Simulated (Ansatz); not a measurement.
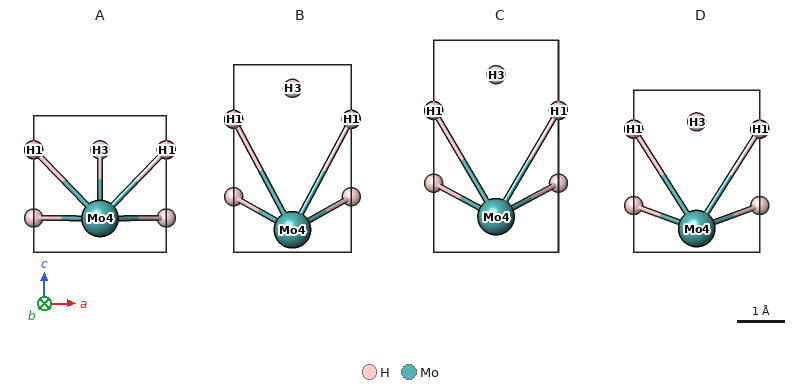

4 geometries from one relaxation of solid MoH$_{3}$ (a generated structure, set up in Pmm2) (coarse preliminary run), in shuffled order. A ball-and-stick model of the cell of the calculation, seen along the b axis.

Computed with Ansatz, DFT PBE, scalar-relativistic, plane waves, PAW. (plane-wave cutoff 420 eV; k-point mesh 6 × 4 × 4; occupations gaussian; smearing width 0.1 eV; no spin polarisation; cell and atoms relaxed; force threshold 0.04 eV/Å; at most 70 steps)

**Put them in the order of the run, from the start to the converged end.**

C, B, D, A. They are steps 0, 4, 7, 17, at +4.958 eV per cell of the calculation, +1.174 eV per cell of the calculation, +0.302 eV per cell of the calculation relative to the last. An H atom moves most relative to the cell: 0.26 Å along −c. Largest moves by element: H 0.26 Å, Mo 0.23 Å. The volume changes by −51.9 %, with a 2.681 → 2.850 Å (+6.3 %), b 4.168 → 2.931 Å (−29.7 %), c 4.552 → 2.931 Å (−35.6 %). Near-neighbour distances that change, for instance: Mo–Mo 4.552 → 2.931 Å, H–Mo 3.694 → 2.079 Å, Mo–Mo 4.168 → 2.931 Å, H–Mo 2.637 → 2.038 Å. The space group stays Pmm2 (No. 25). The energy falls by 4.958 eV per cell of the calculation in 14 accepted moves (17 points after the start). Largest force component: 1.4 eV/Å at the start, 0.0011 eV/Å at the end. Pressure: −26.95 GPa at the start and −0.10 GPa at the end. The line search rejected the trial steps at points 10, 13 of the run. The SCF was repeated once at an unchanged geometry on a basis and grid sized afresh for the cell, which shifted the energy by 5.8 meV per cell of the calculation at most. Cost: 62 s on 1 thread of AMD EPYC (Zen 3) (shared host), peak memory 0.35 GiB.

Limits of the set-up: the k-point mesh is coarse for a cell with partly filled bands.
